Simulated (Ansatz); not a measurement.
Read the following structure.

```cif
data_structure
_symmetry_space_group_name_H-M 'R -3 m :H'
_symmetry_Int_Tables_number 166
_cell_length_a 3.6910
_cell_length_b 3.6910
_cell_length_c 10.4819
_cell_angle_alpha 90.000
_cell_angle_beta 90.000
_cell_angle_gamma 120.000
_cell_volume 123.67
loop_
_atom_site_label
_atom_site_type_symbol
_atom_site_symmetry_multiplicity
_atom_site_Wyckoff_symbol
_atom_site_fract_x
_atom_site_fract_y
_atom_site_fract_z
_atom_site_occupancy
Mg1 Mg 3 a 0.00000 0.00000 0.00000 1
O1 O 6 c 0.33333 0.66667 0.09545 1
```

Question: Characterise the structure given above.

Answer: The material is MgO₂. The atoms follow space group R-3m (No. 166); the Bravais lattice is rhombohedral (trigonal R). In the cell are 3 Mg, 6 O, which makes 3 formula units. Numbers of contacts at bonding distance: Mg 6 and O 4.

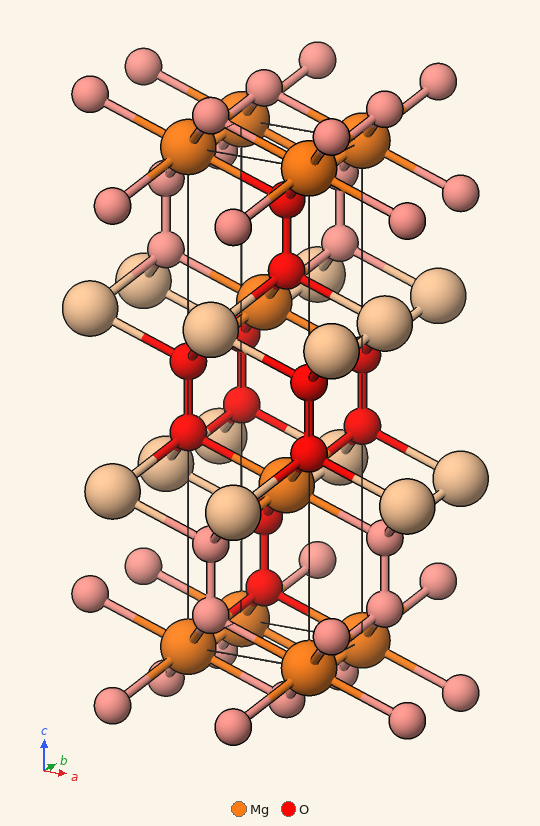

Figure: ball-and-stick view slightly off an axis. The box is the conventional unit cell; atoms on or close to its faces, edges and corners are drawn wherever they repeat. Bonds that leave the box are completed with the atoms at their other ends, in fainter colours.

The structure comes from a structure listed in the Materials Project. The cell was then strained or its atoms displaced on purpose. A calculation with Ansatz used it as input.

At this level of theory the run's own cell isn't at rest (stretched, at -18 GPa and forces up to 0.7 eV/Å), so its distances can differ from those at equilibrium, the more so the softer the solid.
